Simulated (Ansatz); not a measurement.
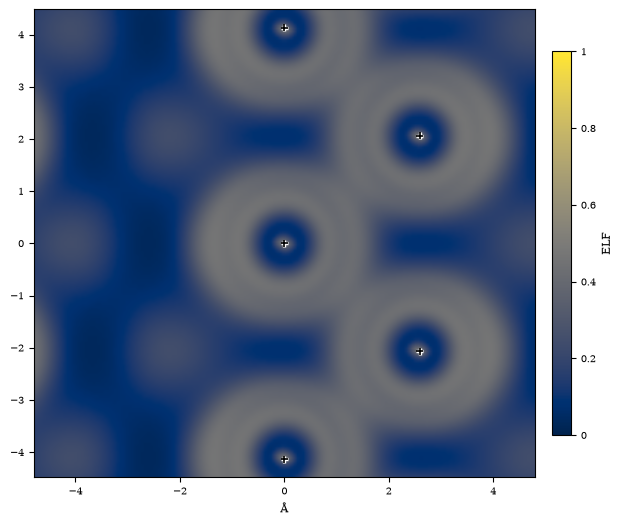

The electron localisation function on a plane through atoms (crosses mark nuclei in the plane).

The calculation used DFT, r2SCAN, PAW with Ansatz's default frozen-core files, scalar-relativistic in Ansatz 0.2.0.

Candidates:
A. Bi, a = 8.90 Å, b = 8.90 Å, c = 4.13 Å, α = 90.00°, β = 90.00°, γ = 90.00°. Space group I4/mcm; a structure from a database of computed crystals, not necessarily the ambient phase.
B. C, a = 2.46 Å, b = 2.46 Å, c = 10.04 Å, α = 90.00°, β = 90.00°, γ = 120.00°. Space group R-3m; not relaxed (largest force 0.9 eV/Å).

**Which candidate gave the map?**

Candidate A: Bi on the (100) plane of the conventional cell, which holds Bi. Bi–Bi (3.31 Å): the ELF is about 0.40 at the midpoint.
